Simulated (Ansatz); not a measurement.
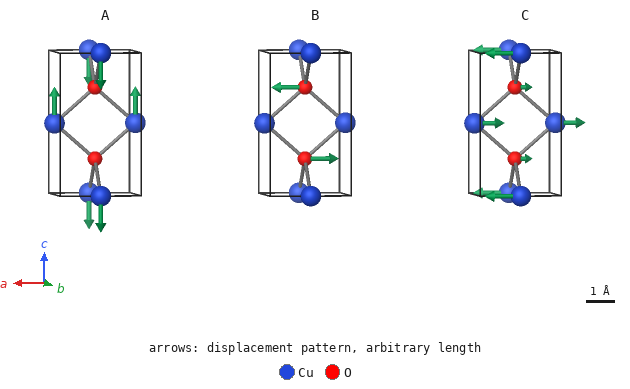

Modes of solid CuO, space group P4₂/mmc (No. 131), at the zone centre (one member of each degenerate set). The green arrows give the relative displacements of the atoms. Style: ball-and-stick. Shown: the cell of the calculation, from a free direction.

Computed with DFT PBE, scalar-relativistic, plane waves, PAW (Ansatz).

The frequencies depend somewhat on the k-mesh and the smearing.

Q: Which are infrared-active and which Raman-active?

A: A is B₂u, silent by symmetry (neither infrared- nor Raman-active) (281 cm⁻¹). B is E_g, Raman-active by symmetry (283 cm⁻¹). C is E_u, infrared-active by symmetry (171 cm⁻¹). The crystal has a centre of inversion, so no mode is both. In a metal the free carriers screen the infrared response.
